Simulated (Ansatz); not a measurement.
System: Ti.

Input file:

```
crystal:
  lattice:
    - [4.6935762499, 0.0, 0.0]
    - [-2.3467881249, 4.064756267, 0.0]
    - [0.0, 0.0, 2.902555604]
  atoms:
    - { symbol: Ti, position: [-0.0094941117, -0.0189882234, 0.0] }
    - { symbol: Ti, position: [0.3380803892, 0.6761607784, 0.5] }
    - { symbol: Ti, position: [0.6714137225, 0.342827445, 0.5] }
basis:
  ecutwfc: 520.0
kpoints:
  mp_grid: { grid: [12, 12, 14] }
hamiltonian:
  xc: pbe
  pseudopotentials: { kind: paw, azcp: { folder: soft_1 } }
scf:
  occupations: { method: gaussian, width: 0.15 }
output:
  forces: true
  stress: true
  eigenvalues: true
  write_density: true
  write_potential: true
  elf: true
  volumetric_format: npy
```

Command:

```sh
ansatz run input.yaml --threads 2 --pin off --max-ram 4096MiB --backend cpu --events-out ev --progress --plain --runs-dir out
```

Below, planes, directions and counts refer to the conventional cell (a = 2.90 Å, b = 4.69 Å, c = 8.13 Å, α = 90.00°, β = 90.00°, γ = 90.00°).

Space group Amm2; a point of a scan over the structure, not its minimum; a structure from a database of computed crystals, not necessarily the ambient phase; changed on purpose from its base cell (mode 6 frozen in at -0.075 Å, equal normal strain along x, y and z +0.0250); computed pressure about −7 GPa in this cell; computed without spin polarisation; PAW files of the earlier set (soft_1).

All numbers below come from DFT PBE, scalar-relativistic, plane waves, PAW in Ansatz 0.2.0.

**What can the converged valence pseudo-density and electron localisation function tell about the bonding?**

Ti–Ti (2.71 Å): the density is about 0.2 e/Å³ at the midpoint; the ELF is about 0.10 at the midpoint (no localised pair shows between them).

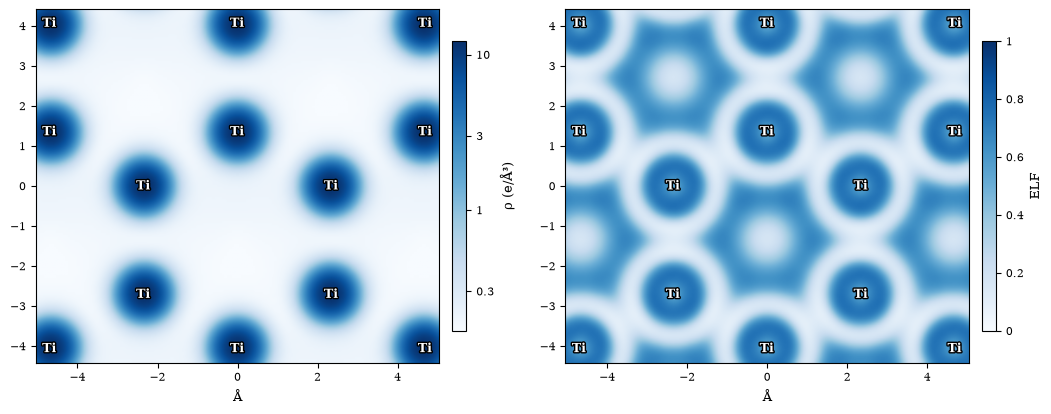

Computed valence pseudo-density and electron localisation function on the (100) plane of the conventional cell, in this order. 

In a PAW calculation such maps are meaningful between the atoms, not at the nuclei.
